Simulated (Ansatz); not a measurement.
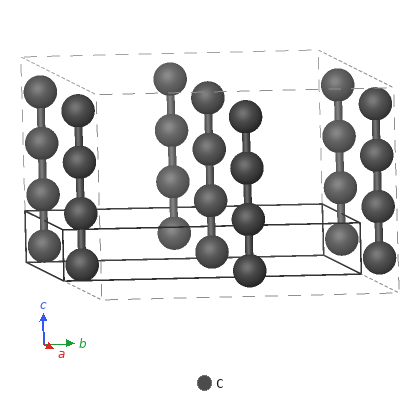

C, space group C2/m (No. 12), a = 4.436 Å, b = 7.597 Å, c = 1.282 Å, α = 90.00°, β = 97.29°, γ = 90.00°. Source: coordinates from a relaxation with DFT PBE, scalar-relativistic, plane waves, PAW (Ansatz 0.2.0); the starting structure was generated, so it need not be a known form of this composition. Forms under 0.4 % of the area are left out.

Q: What shape follows from the Bravais–Friedel–Donnay–Harker rule?

A: The forms computed, by share of the surface:

```csv
form,faces,d (Å),share of area (%)
{110},4,3.807,56.7
{020},2,3.798,28.5
{001},2,1.272,8.3
{1 1 -1},4,1.248,6.6
```

The crystal is needle- or rod-like. Widths along a, b and c stand as 1.00 : 0.66 : 2.02.

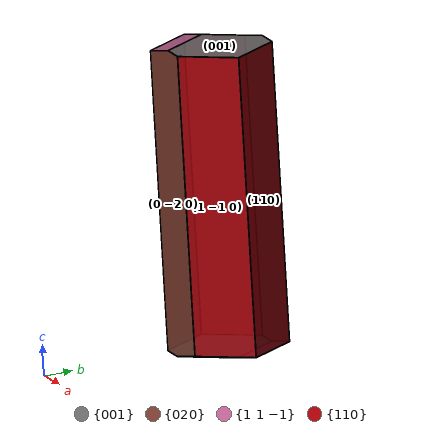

The computed shape, faces indexed. The rule is geometric and ignores bonding and growth conditions.
